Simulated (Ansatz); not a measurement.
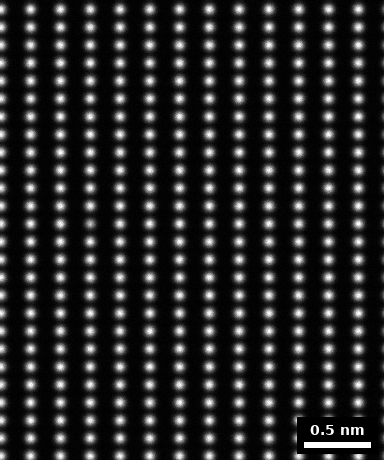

Z-contrast image of Pt (P6_3/mmc, No. 194) along [210]. The image is simulated as a sum over atoms of Z^1.8, blurred by a 0.63 Å probe (no channelling). Shot noise was added.

The sample is 4 repeats (19.0 Å) thick. One point defect was put into the perfect crystal, without relaxing the atoms around it. Brightness is counted from the darkest point of the image. Host structure: the geometry relaxed with Ansatz, DFT, LDA (PW92), plane waves (420 eV) with PAW, scalar-relativistic; the starting structure was generated, so it need not be a known form of this composition.

Q: Where is the defect (in Å from the left and the top edge), and what does its contrast suggest?

A: At about 7 Å from the left and 17 Å from the top. The column is dimmer, which points to a vacancy or a lighter atom. The column holds 4 atoms (Pt) through the sample, and one Pt atom is missing, so its peak drops to about 75 % of that of its equals.
